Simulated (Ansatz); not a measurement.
The cell of BaTiO3 (Pm-3m). The cell is taken from the end point of a relaxation (final pressure about 5 GPa) with DFT, PAW plane waves, pbe+U (Ansatz 0.2.0).

```yaml
crystal:
  lattice:
    - [3.98485, 0.00000, 0.00000]
    - [0.00000, 3.98485, 0.00000]
    - [0.00000, 0.00000, 3.98485]
  atoms:
    - { symbol: Ba, position: [0.00000, 0.00000, 0.00000] }
    - { symbol: Ti, position: [0.50000, 0.50000, 0.50000] }
    - { symbol: O, position: [0.50000, 0.50000, 0.00000] }
    - { symbol: O, position: [0.00000, 0.50000, 0.50000] }
    - { symbol: O, position: [0.50000, 0.00000, 0.50000] }
```

Bond valence s = exp((R0 − d)/b), R0 fitted to published crystal structures with b = 0.37 Å, summed over all anions within 5 Å; R0 in Å: Ba2+–O 2.279; Ti4+–O 1.801.

### Calculate the bond-valence sums (anions within 5 Å).

```tsv
site	x, y, z	formal valence	bond-valence sum	difference
Ba1	0.000, 0.000, 0.000	+2	2.82	0.82
Ti1	0.500, 0.500, 0.500	+4	3.59	-0.41
O1	0.500, 0.500, 0.000	−2	2.14	0.14
```

The global instability index (root mean square of the differences over all atoms) is 0.42 v.u.: above 0.2, which by the usual rule of thumb marks a strained structure. Cells relaxed with PBE tend to have slightly long bonds, which lowers the sums.

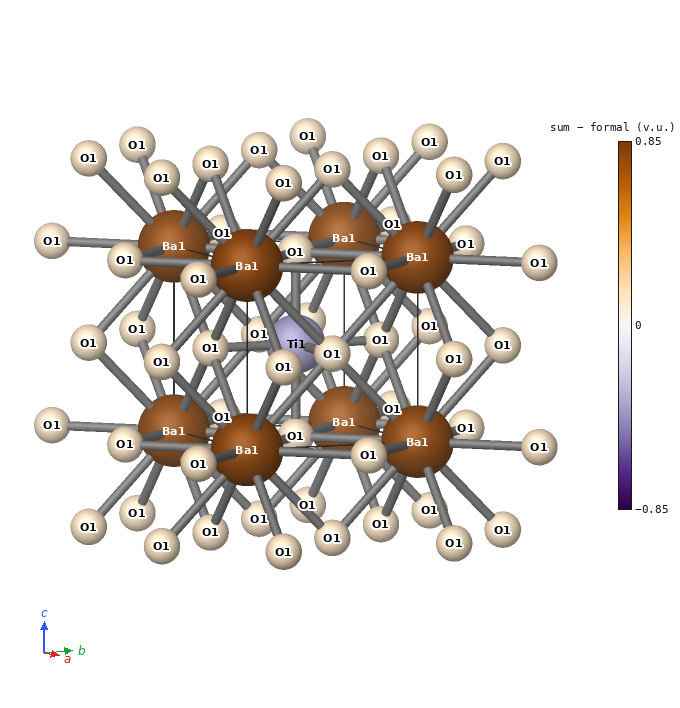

Atoms coloured by sum less the size of the formal valence, view slightly off an axis.
